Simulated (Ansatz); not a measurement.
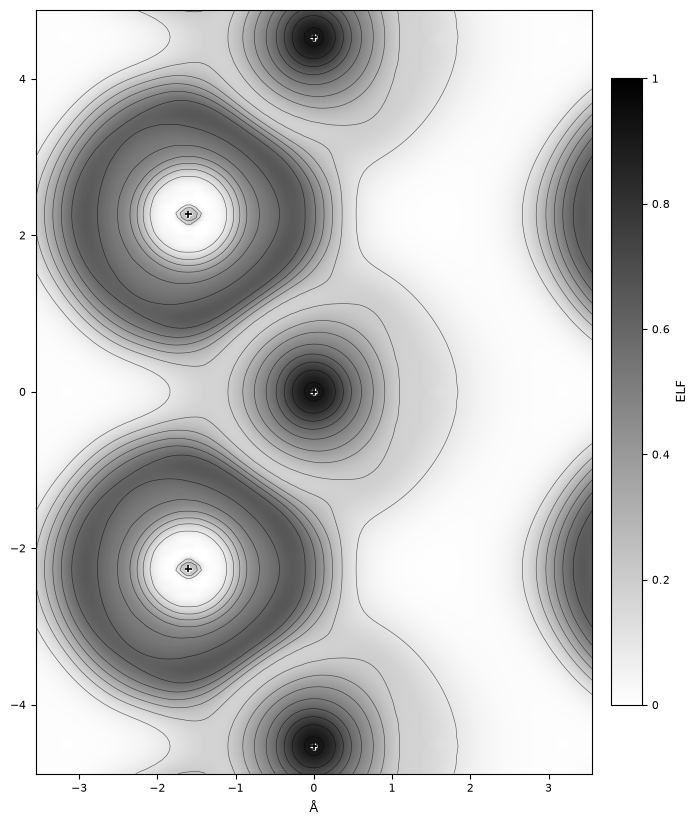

The ELF on a plane through atoms (crosses mark nuclei in the plane).

Theory: DFT LDA, scalar-relativistic, plane waves, PAW (Ansatz 0.2.0).

Candidates:
A. Pd, a = 3.84 Å, b = 3.84 Å, c = 3.84 Å, α = 90.00°, β = 90.00°, γ = 90.00°. Space group Fm-3m; a structure from a database of computed crystals, not necessarily the ambient phase.
B. CdTe, a = 6.41 Å, b = 6.41 Å, c = 6.41 Å, α = 90.00°, β = 90.00°, γ = 90.00°. Space group F-43m.
C. InP, a = 5.83 Å, b = 5.83 Å, c = 5.83 Å, α = 90.00°, β = 90.00°, γ = 90.00°. Space group F-43m; a structure from a database of computed crystals, not necessarily the ambient phase.

### Which candidate gave the map?

Candidate B: CdTe on the (101) plane of the conventional cell, which holds Cd and Te. Cd–Te (2.78 Å): the ELF is about 0.50 at the midpoint and 0.20 at its lowest between the atoms.
